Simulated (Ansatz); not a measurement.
Crystal: N, coordinates from a relaxation with Ansatz 0.2.0, DFT PBE+D3(BJ), scalar-relativistic, plane waves, PAW.

```
N
1.0
     3.82189    0.00000    0.00000
    -1.91094    3.30985    0.00000
     0.00000    0.00000    7.42282
N
4
Direct
  0.33333 0.66667 0.32424
  0.33333 0.66667 0.17576
  0.66667 0.33333 0.82424
  0.66667 0.33333 0.67576
```

Q: What does its first Brillouin zone look like, and which path through it is standard?

A: It has a primitive hexagonal lattice (hP; extended symbol hP2). The zone is a hexagonal prism in its combinatorial type: 8 faces (6 with 4 edges, 2 with 6 edges), 18 edges, 12 vertices. Path: Γ–M–K–Γ–A–L–H–A | L–M | H–K.

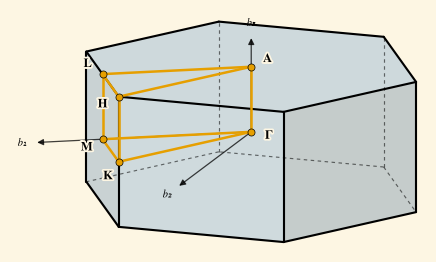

Labels and path follow the convention of Hinuma et al. (2017), as computed by seekpath; the arrows show the directions of the reciprocal primitive vectors b₁, b₂, b₃, in which coordinates are given; lengths include the factor 2π.

```
point   k₁   k₂   k₃  length of k (1/Å)
    Γ    0    0    0              0.000
    A    0    0  1/2              0.423
    K  1/3  1/3    0              1.096
    H  1/3  1/3  1/2              1.175
    M  1/2    0    0              0.949
    L  1/2    0  1/2              1.039
```
